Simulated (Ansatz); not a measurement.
PbSe (slab)

```cif
data_structure
_symmetry_space_group_name_H-M 'P 1'
_symmetry_Int_Tables_number 1
_cell_length_a 4.3155
_cell_length_b 4.3155
_cell_length_c 18.0516
_cell_angle_alpha 90.000
_cell_angle_beta 90.000
_cell_angle_gamma 90.000
_cell_volume 336.19
loop_
_atom_site_label
_atom_site_type_symbol
_atom_site_fract_x
_atom_site_fract_y
_atom_site_fract_z
_atom_site_occupancy
Pb1 Pb 0.50000 0.50000 0.41548 1
Se1 Se 0.00000 0.00000 0.41548 1
Pb2 Pb 0.00000 0.00000 0.58452 1
Se2 Se 0.50000 0.50000 0.58452 1
```

Not relaxed (largest force 0.7 eV/Å).

Computed with Ansatz, DFT PBEsol, scalar-relativistic, plane waves, PAW.

In a PAW calculation such maps are meaningful between the atoms, not at the nuclei.

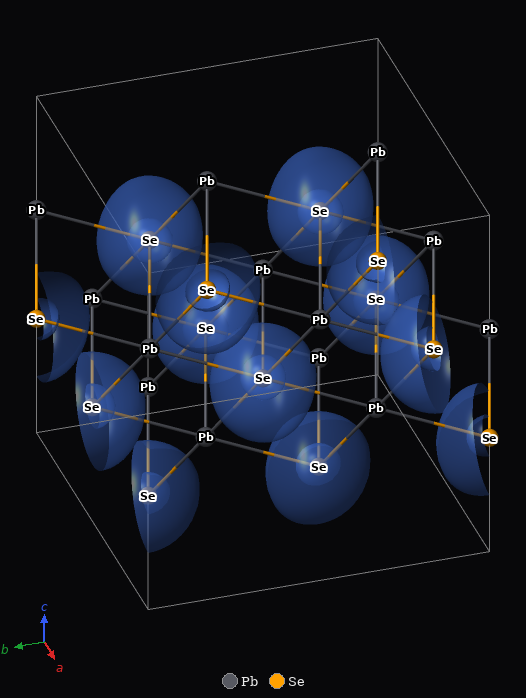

Figure 1. Isosurface of the electron localisation function at 0.65 (blue), seen at an oblique angle. Core shells and regions of very low density are left out. Sticks mark near contacts.

### What do the ELF domains correspond to?

The surface consists of two regions wrapped around Se (the valence shell of each), counted in one cell of 4 atoms. Counts are for one cell; the picture repeats the cell along the surface.


Pb–Se (3.05 Å): the ELF is about 0.40 at the midpoint and 0.25 at its lowest between the atoms.

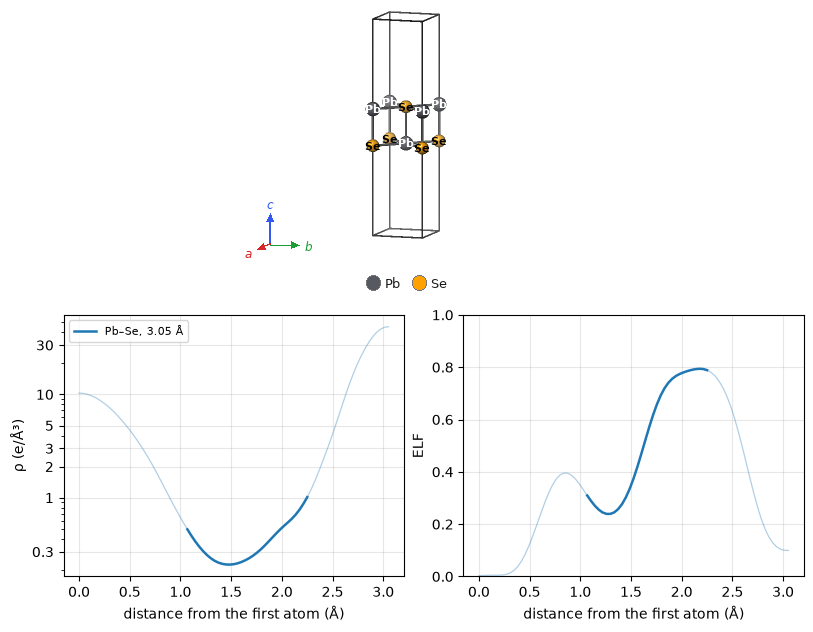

Figure 2. Valence pseudo-density and electron localisation function along straight lines between neighbouring atoms. Thin, pale parts lie inside the atomic spheres. The structure is drawn too.

### What can be read from the curves?

Pb–Se (3.05 Å): ρ at the midpoint is about 0.23 e/Å³; the ELF is about 0.40 at the midpoint and 0.25 at its lowest between the atoms.

### Does the calculation give a band gap?

It is gapped, with a Kohn–Sham gap of 1.3 eV on the k-point mesh, an upper bound to the gap of this method.
